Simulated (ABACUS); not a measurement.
## Ge: 7 runs along one coordinate

System: Ge (I4₁/amd, 2 atoms in the cell).
Method: Kohn-Sham DFT of a periodic cell, BP86, GBRV ultrasoft 1.5 PBE, no spin polarisation (ABACUS 3.10.1).

The 7 runs differ only in the geometry, by an even scaling of the cell at fixed fractional positions. The structure derives from a Materials Project entry.

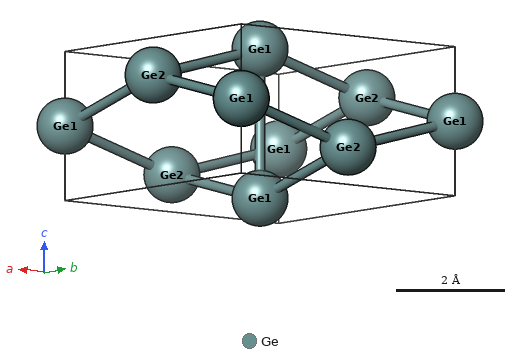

Figure 1. The structure of run 4 (ball-and-stick view of the cell 2 times as large as that of the calculation, set on its symmetry axes, seen at an oblique angle; atoms are numbered from 1 in the order of the input).

**Input of run 4**
```
INPUT_PARAMETERS
suffix              Ge
calculation         scf
basis_type          pw
pseudo_dir          ./
symmetry            1
dft_functional      GGA_X_B88+GGA_C_P86
ecutwfc             40
pseudo_rcut         10
nspin               1
nbands              18
ks_solver           dav
smearing_method     fd
smearing_sigma      0.00367493
scf_thr             1e-08
scf_nmax            100
mixing_type         broyden
mixing_beta         0.7
cal_force           1
cal_stress          1
ecutrho             320
kpar                4
```

**File STRU of run 4**
```
ATOMIC_SPECIES
Ge 72.6300 ge_pbe_v1.4.uspp.F.UPF

LATTICE_CONSTANT
1.8897261246

LATTICE_VECTORS
-2.5744897190 2.5744897190 1.3974126432
2.5744897190 -2.5744897190 1.3974126432
2.5744897190 2.5744897190 -1.3974126432

ATOMIC_POSITIONS
Direct

Ge
0.0
2
0.5000000000 0.5000000000 0.0000000000 1 1 1
0.2500000000 0.7500000000 0.5000000000 1 1 1
```

**File KPT of run 4**
```
K_POINTS
0
Gamma
9 9 9 0 0 0
```

Command:
```bash
OMP_NUM_THREADS=1 mpirun -np 4 abacus > log
```

Run 5 differs from it as follows:
```diff
--2.5744897190 2.5744897190 1.3974126432
-2.5744897190 -2.5744897190 1.3974126432
-2.5744897190 2.5744897190 -1.3974126432
+-2.5915398167 2.5915398167 1.4066673013
+2.5915398167 -2.5915398167 1.4066673013
+2.5915398167 2.5915398167 -1.4066673013
```

**Results, with one run withheld**

| run | volume per atom (Å³) | free energy per atom, from the lowest run given (meV) | pressure (GPa) |
| --- | --- | --- | --- |
| 1 | 17.413 | 63.14 | 10.22 |
| 2 | 17.783 | 42.21 | 8.04 |
| 3 | 18.154 | 26.05 | 6.08 |
| 4 | 18.524 | 14.19 | 4.33 |
| 5 | 18.895 | ? | ? |
| 6 | 19.265 | 1.52 | 1.35 |
| 7 | 19.636 | 0.00 | 0.08 |

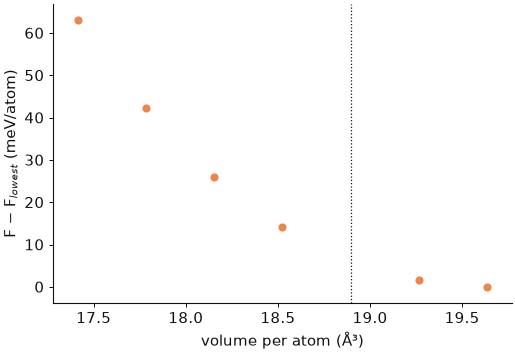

Figure 2. Free energy per atom of the runs given; the dotted line marks run 5.

Estimate the energy of run 5 from the others.

A cubic polynomial in V^(−2/3) (the Birch–Murnaghan form), fitted to the 6 runs given, misses them by at most 0.01 meV per atom. With x = V^(−2/3) − 0.14330 Å⁻², it reads F = 16.687 + 5639.9 x + 4.8419e+05 x² + 1.3167e+06 x³ (meV per atom). At run 5 it gives 6.13 meV per atom, and the run itself gives 6.13. The slope of the fit gives a pressure −dF/dV of 2.71 GPa there, and the run prints 2.76 GPa. The two needn't agree exactly: the fit is approximate, and the printed stress is taken on a finite basis. The fit has no minimum inside this range.

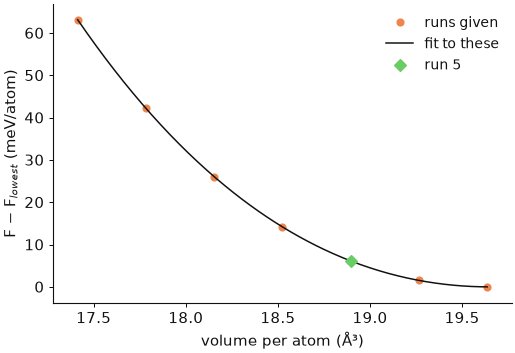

Figure 3. The fit and the withheld run.

**Some lines of the output (run 5)**
```
[...]
                          Volume (Bohr^3) = 255.014
                             Volume (A^3) = 37.7891
 E_Fermi        0.7868628006         10.7058176326
 E_Fermi        0.7841760206         10.6692621157
 E_Fermi        0.7848715035         10.6787246452
 E_Fermi        0.7849351886         10.6795911257
 E_Fermi        0.7850124469         10.6806422787
 E_KS(sigma->0) -427.8403189964      -5821.0661724888
 E_Fermi        0.7850068274         10.6805658209
 final etot is -5821.0696459 eV
 EFERMI = 10.680565821 eV
 TOTAL-PRESSURE: 27.588909 KBAR
 !FINAL_ETOT_IS -5821.0696458688380517 eV
```
